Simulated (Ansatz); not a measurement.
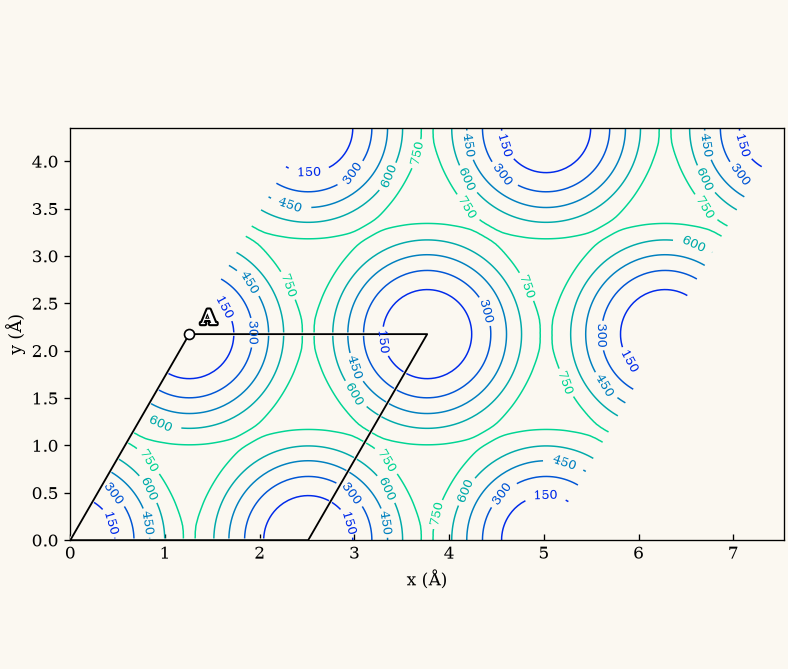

C (P6_3/mmc, No. 194; 12 atoms in the cell). 
- Gamma surface: rigid slide across a plane, one fault a cell; the plane is (0 0 1) of the conventional cell.
- Places are given modulo a cell vector. The map is drawn in real space over the plane of the slide.
- Nothing is relaxed (rigid halves, spacing across the cut fixed).
- The scan uses a 12 × 12 grid; 19 points were computed and 125 follow by symmetry.
- Energies: meV/Å², counted from the lowest grid point.
- The band gap closes in part of the range.
- Computed with Ansatz, DFT PBE, scalar-relativistic, plane waves, PAW. Settings: cutoff 520 eV, k-mesh 10×10×2 in the order of the run's cell vectors, gaussian smearing 0.05 eV, no spin polarisation.

The picture shows contour lines labelled in meV/Å², the outline of one cell of the 2 × 2 shown, the point A. Between grid points the surface is interpolated.

What is the easiest way out of the well at A, and how high is the barrier?

Answer. The easiest path leads from the well at (0/12, 0/12) of the cell vectors to its copy one period on. Its highest point lies about 760 meV/Å² above the bottom of the first well on the interpolated surface, at about (0.52, 0.96) of the cell vectors. The start is the relaxed structure and all else is held, so a fully relaxed path at this level can only be lower.

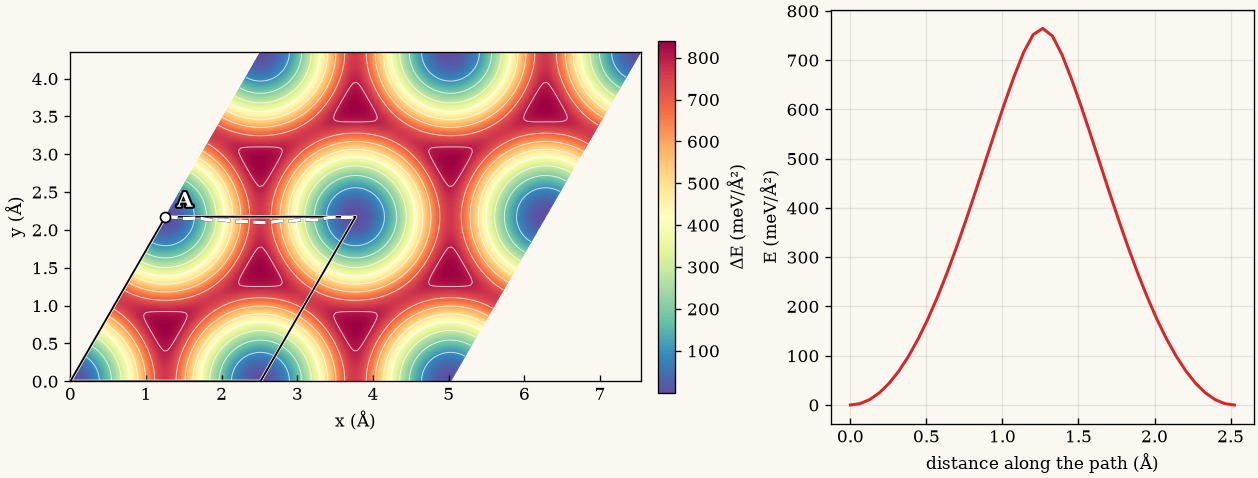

Drawn: a smooth colour map with a few white contour lines, a line along the lowest path, the outline of one cell of the 2 × 2 shown, the energy along the path at the right. Between grid points the surface is interpolated.

PAW datasets: the set soft_1.
